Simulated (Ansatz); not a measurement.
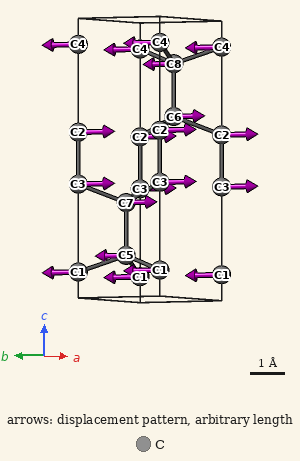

The lowest optical mode of a crystal of C, space group P6₃/mmc (No. 194), at the zone centre. The purple arrows give the relative displacements of the atoms. Style: ball-and-stick. Shown: the cell of the calculation, from a free direction.

All numbers below come from DFT PBE, scalar-relativistic, plane waves, PAW in Ansatz 0.2.0.

Input
```yaml
crystal:
  lattice:
    - [2.5180184914, 0.0, 0.0]
    - [-1.2590092457, 2.1806679808, 0.0]
    - [0.0, 0.0, 8.3045881824]
  atoms:
    - { symbol: C, position: [0.0, 0.0, 0.0929681641] }
    - { symbol: C, position: [0.0, 0.0, 0.5929681641] }
    - { symbol: C, position: [0.0, 0.0, 0.4070318359] }
    - { symbol: C, position: [0.0, 0.0, 0.9070318359] }
    - { symbol: C, position: [0.3333333333, 0.6666666667, 0.1555285626] }
    - { symbol: C, position: [0.6666666667, 0.3333333333, 0.6555285626] }
    - { symbol: C, position: [0.3333333333, 0.6666666667, 0.3444714374] }
    - { symbol: C, position: [0.6666666667, 0.3333333333, 0.8444714374] }
basis:
  ecutwfc: 420
kpoints:
  mp_grid: { grid: [12, 12, 4] }
hamiltonian:
  xc: pbe
scf:
  occupations: { method: gaussian, width: 0.05 }
output:
  eigenvalues: true
phonons:
  method: fd
  supercell: [1, 1, 1]
  amplitude: 0.02
  eigenvectors: true
  dielectric: false
```

Run as
```bash
ansatz run input.yaml --threads 2 --pin off --max-ram 5120MiB --backend cpu --events-out ev --progress --plain --runs-dir out
```

Frequencies are those without the non-analytic (LO–TO) term.

Question: Is the structure stable against all modes at this point?

Answer: Yes: this softest mode has a real frequency, and so have all others here. That speaks for this wave vector alone: the rest of the zone wasn't checked in this run. This is the E₂u mode (doubly degenerate; one member of the set is drawn) at 48.3 meV, the lowest optical level, silent by symmetry (neither infrared- nor Raman-active). All motion is along b; atoms of one kind move against one another, with no net shift of any sublattice; it mainly bends the C–C bonds.
